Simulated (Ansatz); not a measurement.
W₂Se

Input file:

```
crystal:
  lattice:
    - [3.0550230618, 0.0, 0.0]
    - [-1.5275115309, 2.6457275806, 0.0]
    - [0.0, 0.0, 12.4902215312]
  atoms:
    - { symbol: W, position: [0.0, 0.0, 0.5818397211] }
    - { symbol: W, position: [0.0, 0.0, 0.0818397211] }
    - { symbol: W, position: [0.3333333333, 0.6666666667, 0.732009432] }
    - { symbol: W, position: [0.6666666667, 0.3333333333, 0.232009432] }
    - { symbol: Se, position: [0.0, 0.0, 0.3799954169] }
    - { symbol: Se, position: [0.0, 0.0, 0.8799954169] }
basis:
  ecutwfc: 420
kpoints:
  mp_grid: { grid: [12, 12, 4] }
hamiltonian:
  xc: pbe
scf:
  occupations: { method: gaussian, width: 0.1 }
output:
  forces: true
  stress: true
  eigenvalues: true
  write_density: true
  write_potential: true
  elf: true
  volumetric_format: npy
relax:
  adjacent_minimum: "off"
  f_tol: 0.01
  max_steps: 30
  cell: { stress_tol: 0.1, fix: [volume] }
```

Command:

```sh
ansatz run input.yaml --threads 1 --pin off --max-ram 2560MiB --backend cpu --events-out ev --progress --plain --runs-dir out
```

Below, planes, directions and counts refer to the conventional cell (a = 2.96 Å, b = 2.96 Å, c = 13.28 Å, α = 90.00°, β = 90.00°, γ = 120.00°).

The fields are those of the relaxed geometry.

Space group P6₃mc; a generated structure, not necessarily the stable one; changed on purpose from its base cell (volume × 0.91, shape and atoms relaxed); computed pressure about 4 GPa in this cell.

Level of theory: DFT PBE, scalar-relativistic, plane waves, PAW (Ansatz 0.2.0).

The density is the valence pseudo-density of a PAW calculation; it isn't the true density close to the nuclei.

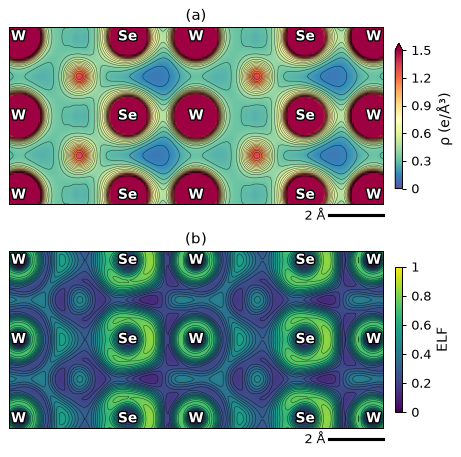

Figure 1. (a) valence charge density (pseudo); (b) electron localisation function on the (11̄0) plane of the conventional cell.

What does the map show?

Answer.
- The section cuts through W and Se sites.
- Atoms just off the plane (W, 0.9 Å away) can leave unmarked features too.
- W–W (2.96 Å): ρ at the midpoint is about 0.31 e/Å³; the ELF is about 0.40 at the midpoint.
- Between the atoms the lowest density in this plane is 0.11 e/Å³.
- The features right at W lie inside the PAW spheres, where the map follows smoothed inner orbitals and isn't to be read closely.

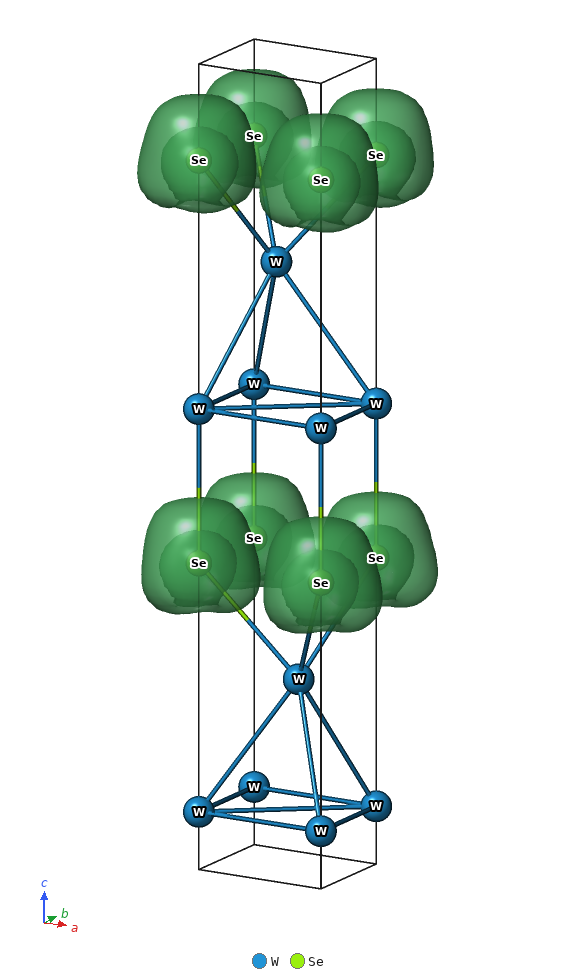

Figure 2. Isosurface of the ELF at 0.7 (green), seen slightly off an axis. Only the valence region is drawn (cores and ρ < 0.01 e/Å³ removed). Sticks mark near contacts.

Describe the localisation domains.

Answer. The ELF exceeds this value in two regions wrapped around Se (the valence shell of each), counted in one cell of 6 atoms. Any copies at cell faces, edges or corners count once. Profiles from the grid: W–Se (2.51 Å): the ELF is about 0.45 at the midpoint. W–W (2.84 Å): the ELF is about 0.40 at the midpoint.

Does the calculation give a band gap?

Answer. It is metallic or semimetallic at this level of theory: no gap opens; semilocal functionals without U, or without the true magnetic order, often close the gap of such compounds.
